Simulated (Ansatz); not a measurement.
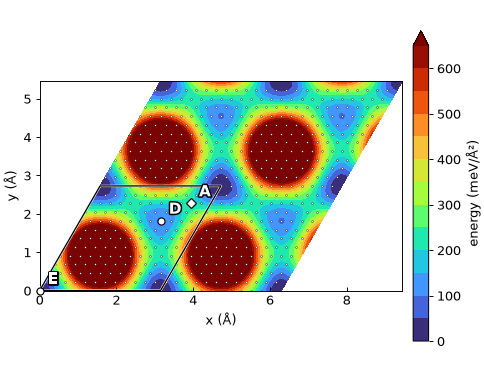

MoS₂ (P-6m2, No. 187; 6 atoms in the cell). Gamma surface: rigid slide across a plane, one fault a cell; the plane is (0 0 1) of the conventional cell, and the faces at the cut hold S and Mo. Places are given modulo a cell vector. The map is drawn in real space over the plane of the slide. Nothing is relaxed (rigid halves, spacing across the cut fixed). Grid: 12 × 12 points; 31 points were computed and 113 follow by symmetry. Energies: meV/Å², counted from the lowest grid point. The band gap closes in part of the range. Level of theory: DFT PBE+D3(BJ), scalar-relativistic, plane waves, PAW in Ansatz 0.2.0. Settings: cutoff 420 eV, k-mesh 10×10×2 in the order of the run's cell vectors, gaussian smearing 0.05 eV, no spin polarisation.

Drawn: filled contours, dots at the grid points, the outline of one cell of the 2 × 2 shown, one colour for all values above the top of the scale, lettered points. Between grid points the surface is interpolated.

> Rank the lettered points by energy, lowest first.

E (0 meV/Å²), D (96 meV/Å²), A (222 meV/Å²).

> What kind of point is each of A, D, E: minimum, saddle, maximum or slope?

A: saddle point; D: minimum; E: minimum. (In these two coordinates alone; a stationary point may lie a little off the grid point.)

PAW datasets: the set soft_1.
